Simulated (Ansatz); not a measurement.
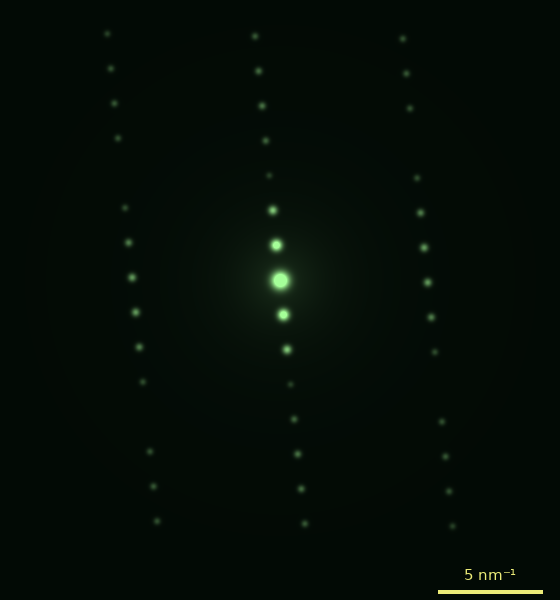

Computed electron diffraction pattern, 200 kV, single scattering only, B = 0.5 Å².

Phase: B, space group Cmcm (No. 63), a = 1.618 Å, b = 11.852 Å, c = 2.902 Å. Structure: the input geometry of an electronic-structure calculation (not necessarily at equilibrium); the starting structure was generated, so it need not be a known form of this composition.

### Which low-index zone axis gives this pattern?

The spots form a centred rectangular net whose two shortest vectors correspond to d = 5.93 Å and 1.40 Å, 83.2° apart. They index as 0 2 0 and 1 1 -1, so the zone axis is ±[101] (or an equivalent direction of <101>).

### Which reflections of this zone are missing, and why?

The lattice centring (C) removes all reflections that break h + k = 2n; reflections such as 1 -7 -1, 1 7 -1 are allowed but too weak to see at this display level.

### List the strongest reflections.

Strongest reflections with d > 0.80 Å, one of each family (|F|² from tabulated Gaussian fits of the electron scattering factors, times a small damping for the curvature of the Ewald sphere):

| hkl | d (Å) | I (strongest = 100) |
| --- | --- | --- |
| 0 2 0 | 5.926 | 100 |
| 0 4 0 | 2.963 | 18 |
| 1 1 -1 | 1.403 | 7 |
| 1 3 -1 | 1.331 | 3 |
| 0 10 0 | 1.185 | 2 |
| 0 12 0 | 0.988 | 2 |
